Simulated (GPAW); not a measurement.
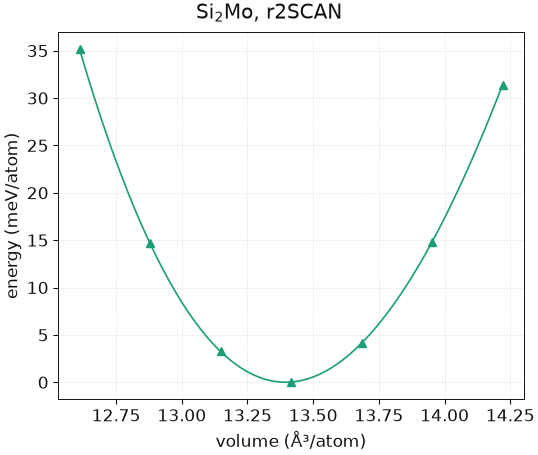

Computed with GPAW 26.7.0: PAW DFT in plane waves, on a grid or in atomic orbitals, no spin polarisation; energies at scaled volumes of the given cell, shape and fractions fixed, counted from the fit's minimum, third-order Birch-Murnaghan fit. Level: r2SCAN.

- k mesh: 8×8×8
- occupations: Fermi–Dirac
- smearing width: 0.05 eV
- potentials: GPAW PAW data sets (gpaw data 1.2.1)
- wave cutoff: 600 eV
- program settings: basis pw

Cell as given: a = 4.535 Å, b = 4.535 Å, c = 4.535 Å, α = 138.68°, β = 138.68°, γ = 59.86°; 3 atoms.

Energy against volume for Si₂Mo, space group I4/mmm (No. 139).

A third-order Birch–Murnaghan fit gives V0 = 13.39 Å³/atom, B0 = 220 GPa and B′ = 4.4. The energy is 35.16 meV/atom at volume 12.61 Å³/atom and 31.42 meV/atom at 14.22 Å³/atom; the lowest computed point is at volume 13.42 Å³/atom (0.02 meV/atom), in a single well.

Limits of the calculation: shape and atomic fractions are frozen while scaling, which makes layered, chain and framework solids too stiff.
